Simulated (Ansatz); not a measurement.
Al₄N₃

```
CELL_PARAMETERS angstrom
3.11266 0.00000 0.00000
-1.55633 2.69564 0.00000
0.00000 0.00000 9.80898
ATOMIC_POSITIONS crystal
Al 0.00000 0.00000 0.49581
Al 0.33333 0.66667 0.75891
Al 0.00000 0.00000 0.98090
Al 0.33333 0.66667 0.23878
N 0.33333 0.66667 0.43313
N 0.00000 0.00000 0.69047
N 0.00000 0.00000 0.17700
```

Space group P3m1; a generated structure, not necessarily the stable one; computed without spin polarisation.

Method: DFT PBE, scalar-relativistic, plane waves, PAW in Ansatz 0.2.0.

Core electrons are frozen (PAW), and the valence fields are smoothed inside the atomic spheres.

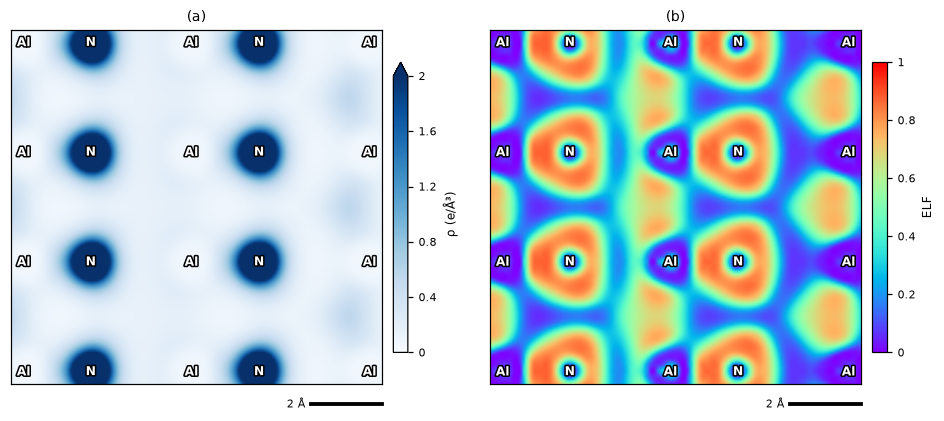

Figure 1. (a) valence electron density; (b) electron localisation function on the (11̄0) plane of the conventional cell.

> Describe what can be read from this map.

The plane passes through Al and N nuclei. Atoms just off the plane (Al, 0.9 Å away and N, 0.9 Å away) can leave unmarked features too. Al–N (1.91 Å): ρ at the midpoint is about 0.66 e/Å³; the ELF peaks at about 0.85 between the atoms. Between the atoms the lowest density in this plane is 0.07 e/Å³.

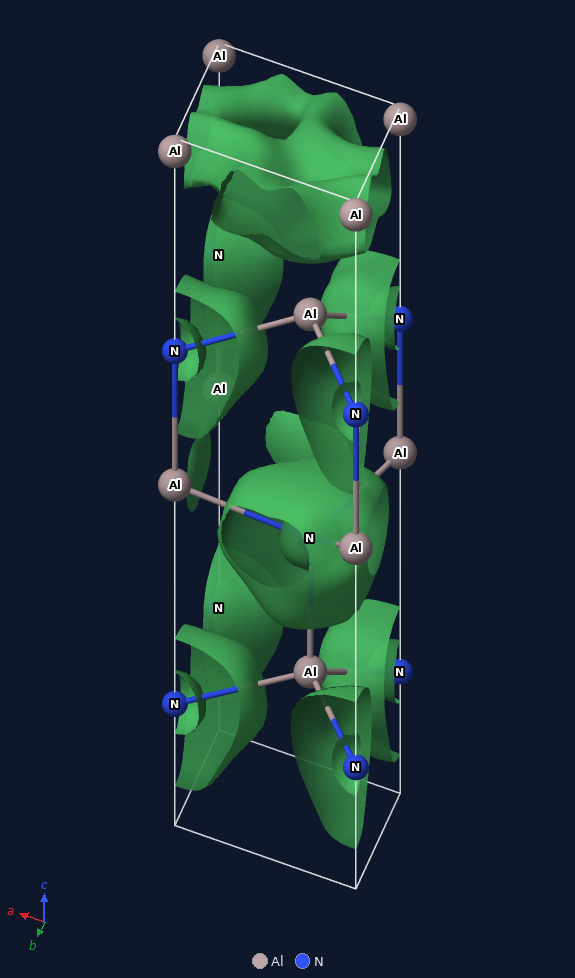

Figure 2. Isosurface of the electron localisation function at 0.65 (green), seen at an oblique angle. Core shells and regions of very low density are left out. Sticks mark near contacts.

> What do the ELF domains correspond to?

At this value the surface marks out three regions on N in which the atom's valence shell and bonds are merged and sheets that run through the cell in two directions, counted in one cell of 7 atoms. Any copies at cell faces, edges or corners count once.


Al–N (1.90 Å): the ELF peaks at about 0.90 between the atoms.

> Does the calculation give a band gap?

It is gapless in this calculation (a metal or semimetal).
